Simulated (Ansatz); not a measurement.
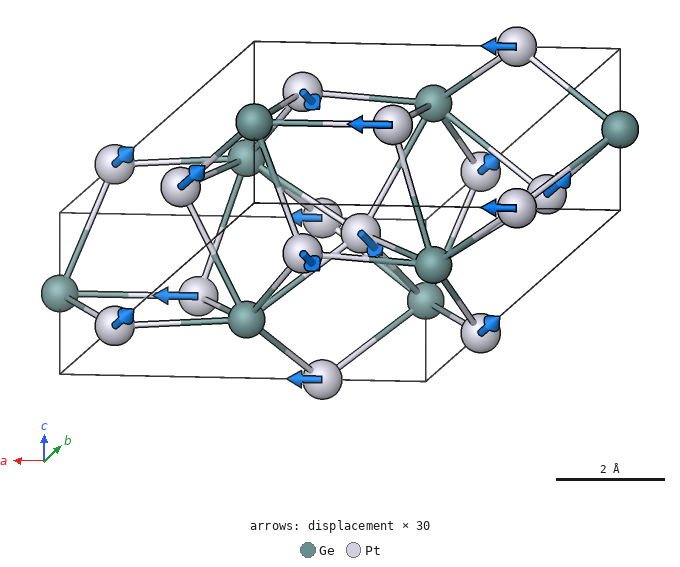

This is a relaxation of solid GePt₂ (set up in P-62m). The starting structure is drawn; blue arrows show the displacements (the part carried along by the change of the cell is left out), magnified 30 times.

Style: ball-and-stick. Shown: the cell of the calculation, from a free direction.

Case: volume × 1.03, shape and atoms relaxed.

Computed with Ansatz 0.2.0, DFT r2SCAN, scalar-relativistic, plane waves, PAW.

The input:
```yaml
crystal:
  lattice:
    - [6.7906562523, 0.0, 0.0]
    - [-3.3953281262, 5.8808808229, 0.0]
    - [0.0, 0.0, 3.5920284851]
  atoms:
    - { symbol: Ge, position: [0.6666666667, 0.3333333333, 0.0] }
    - { symbol: Ge, position: [0.3333333333, 0.6666666667, 0.0] }
    - { symbol: Ge, position: [0.0, 0.0, 0.5] }
    - { symbol: Pt, position: [0.6215256359, 0.0, 0.5] }
    - { symbol: Pt, position: [0.3784743641, 0.3784743641, 0.5] }
    - { symbol: Pt, position: [0.0, 0.6215256359, 0.5] }
    - { symbol: Pt, position: [0.0, 0.2825199559, 0.0] }
    - { symbol: Pt, position: [0.7174800441, 0.7174800441, 0.0] }
    - { symbol: Pt, position: [0.2825199559, 0.0, 0.0] }
basis:
  ecutwfc: 500
kpoints:
  mp_grid: { grid: [6, 6, 10] }
hamiltonian:
  xc: r2scan
scf:
  occupations: { method: gaussian, width: 0.1 }
output:
  forces: true
  stress: true
  eigenvalues: true
relax:
  adjacent_minimum: "off"
  f_tol: 0.01
  max_steps: 30
  cell: { stress_tol: 0.1, fix: [volume] }
```

Launched with:
```bash
ansatz run input.yaml --threads 2 --pin off --max-ram 5120MiB --backend cpu --events-out ev --progress --plain --runs-dir out
```

Question: What did the optimiser do to the structure, and how much energy did it gain?

Answer: The largest moves relative to the cell, 0.029 Å, are those of Pt4, Pt5 and Pt6. Pt5 goes along [−1 −1 0]. Ge stays in place. The drawn cell changes at constant volume: a = b 6.791 → 6.774 Å (−0.2 %), c 3.592 → 3.610 Å (+0.5 %). Near-neighbour distances that change, for instance: Ge3–Pt4 2.570 → 2.535 Å, Ge1–Pt7 2.454 → 2.435 Å, Ge3–Pt7 2.628 → 2.647 Å, Ge1–Pt4 2.784 → 2.794 Å. The space group stays P-62m (No. 189). The energy falls by 10.5 meV per cell of the calculation in 3 accepted moves (5 points after the start). The largest force component goes from 0.11 to 0.0055 eV/Å. Pressure: −5.86 GPa at the start and −5.05 GPa at the end. The line search rejected the trial step at point 3 of the run. At 1 point the geometry stayed and the basis and grid were re-selected for the new cell (energy shift of less than 0.05 meV per cell of the calculation at most each time).
